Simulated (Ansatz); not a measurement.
```yaml
crystal:
  lattice:
    - [3.63600, 0.00000, 0.00000]
    - [-1.81800, 3.14887, 0.00000]
    - [0.00000, 0.00000, 5.78260]
  atoms:
    - { symbol: Gd, position: [0.33333, 0.66667, 0.25000] }
    - { symbol: Gd, position: [0.66667, 0.33333, 0.75000] }
```

Space group P6₃/mmc; Hubbard U of 6 eV on Gd f only; spin-polarised.

Method: Ansatz 0.2.0, DFT PBEsol+U, scalar-relativistic, plane waves, PAW.

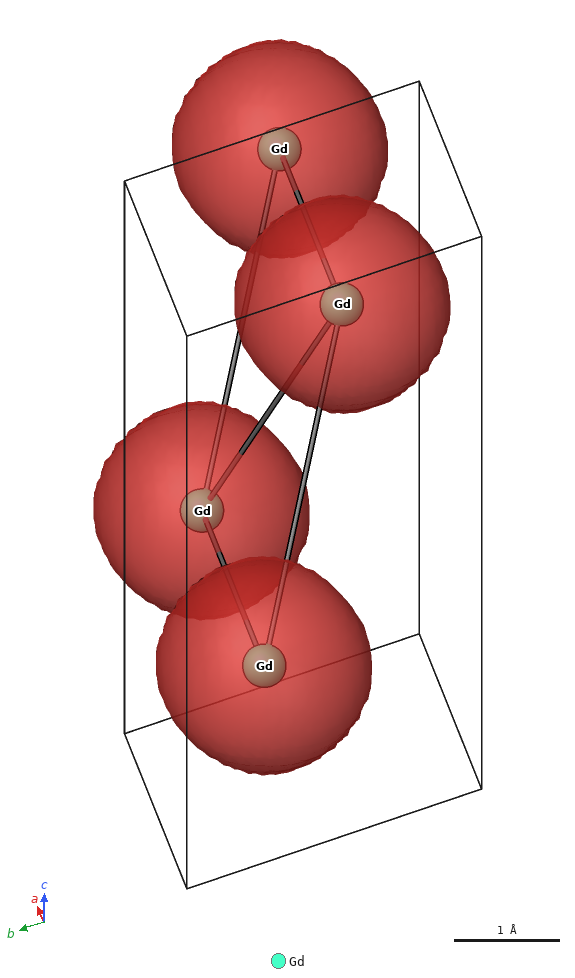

Gd. Isosurface of the magnetisation density (up minus down) at +0.1 e/Å³ (red), seen at an oblique angle. Sticks mark near contacts.

Core electrons are frozen (PAW), and the valence fields are smoothed inside the atomic spheres.

Describe the spin distribution.

Answer. The spin density sits on Gd: +7.5 μB (×2) in one cell of 2 atoms: parallel main moments (a ferromagnetic arrangement) in this solution. The cell of the calculation (2 atoms) carries 15.6 μB of net spin moment.
